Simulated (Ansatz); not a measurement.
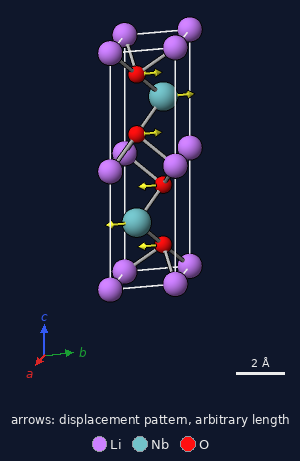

The lowest optical mode of solid LiNbO2, space group P6₃/mmc (No. 194), at the zone centre. Displacements are drawn as yellow arrows; their common scale and sign are arbitrary. A ball-and-stick model of the cell of the calculation, seen slightly off an axis. Only the shorter bonds are drawn.

All numbers below come from DFT r2SCAN, scalar-relativistic, plane waves, PAW in Ansatz.

Input
```yaml
crystal:
  lattice:
    - [2.9033506418, 0.0, 0.0]
    - [-1.4516753209, 2.5143754119, 0.0]
    - [0.0, 0.0, 10.4353057136]
  atoms:
    - { symbol: Li, position: [0.0, 0.0, 0.0] }
    - { symbol: Li, position: [0.0, 0.0, 0.5] }
    - { symbol: Nb, position: [0.3333333333, 0.6666666667, 0.75] }
    - { symbol: Nb, position: [0.6666666667, 0.3333333333, 0.25] }
    - { symbol: O, position: [0.3333333333, 0.6666666667, 0.1231766292] }
    - { symbol: O, position: [0.6666666667, 0.3333333333, 0.6231766292] }
    - { symbol: O, position: [0.3333333333, 0.6666666667, 0.3768233708] }
    - { symbol: O, position: [0.6666666667, 0.3333333333, 0.8768233708] }
basis:
  ecutwfc: 500
kpoints:
  mp_grid: { grid: [12, 12, 4] }
hamiltonian:
  xc: r2scan
scf:
  occupations: { method: gaussian, width: 0.05 }
output:
  eigenvalues: true
phonons:
  method: fd
  supercell: [1, 1, 1]
  amplitude: 0.02
  eigenvectors: true
  dielectric: false
```

Command:
```bash
ansatz run input.yaml --threads 2 --pin off --max-ram 5120MiB --backend cpu --events-out ev --progress --plain --runs-dir out
```

Frequencies are those without the non-analytic (LO–TO) term.

### Is this crystal at a minimum with respect to the drawn distortion?

Yes: this softest mode has a real frequency, and so have all others here. That speaks for this wave vector alone: the rest of the zone wasn't checked in this run. This is the E₂g mode (doubly degenerate; one member of the set is drawn) at 71 cm⁻¹, the lowest optical level, Raman-active by symmetry. The Li atoms stay at rest; all motion is along b; atoms of one kind move against one another, with no net shift of any sublattice; the kinetic energy is shared as Nb 77 %, O 23 %.
